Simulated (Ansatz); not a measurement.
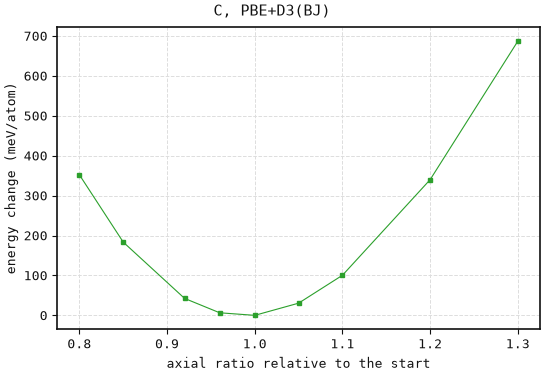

The picture above shows the energy change against relative axial ratio for C, space group R-3m (No. 166).

Starting cell:
```yaml
crystal:
  lattice:
    - [1.22803, 0.70900, 3.34701]
    - [-1.22803, 0.70900, 3.34701]
    - [0.00000, -1.41800, 3.34701]
  atoms:
    - { symbol: C, position: [0.16400, 0.16400, 0.16400] }
    - { symbol: C, position: [0.83600, 0.83600, 0.83600] }
```

Computed with Ansatz 0.2.0: deformation of a crystal at fixed volume, lengths along the axis scaled against those across it, fractional coordinates fixed, by plane-wave density functional theory with PAW datasets, free energies less that of the undisturbed cell, pressure positive in compression; scalar-relativistic. Level: PBE with D3(BJ), no spin polarisation.

```csv
setting,value
wave cutoff,420 eV
k mesh,15×15×15
occupations,Gaussian
smearing width,0.05 eV
k shift,"(0, 0, 0) (mesh steps)"
start,as given
path,axial
axis direction,"(0, 0, 1) (Cartesian unit vector)"
```

From this curve and the settings, what does the calculation give for the pressure and gap on the k mesh at the same points?

The pressure rises from −48 GPa at relative axial ratio 0.80 to 92 GPa at 1.30, and changes sign near 0.99. The gap on the k mesh stays open and runs from 0.029 eV at relative axial ratio 0.80 to 0.211 eV at 1.30, with its largest value, 0.882 eV, at 0.96.

```tsv
axial ratio relative to the start	pressure (GPa)	gap on the k mesh (eV)
0.80	-48	0.029
0.85	-37	0.415
0.92	-19	0.834
0.96	-8	0.882
1.00	3	0.750
1.05	18	0.610
1.10	33	0.496
1.20	63	0.324
1.30	92	0.211
```

Keep in mind: odd k mesh can miss points on the zone edge; reference crystal is not relaxed; shape and atomic fractions are frozen while scaling, which makes layered, chain and framework solids too stiff.
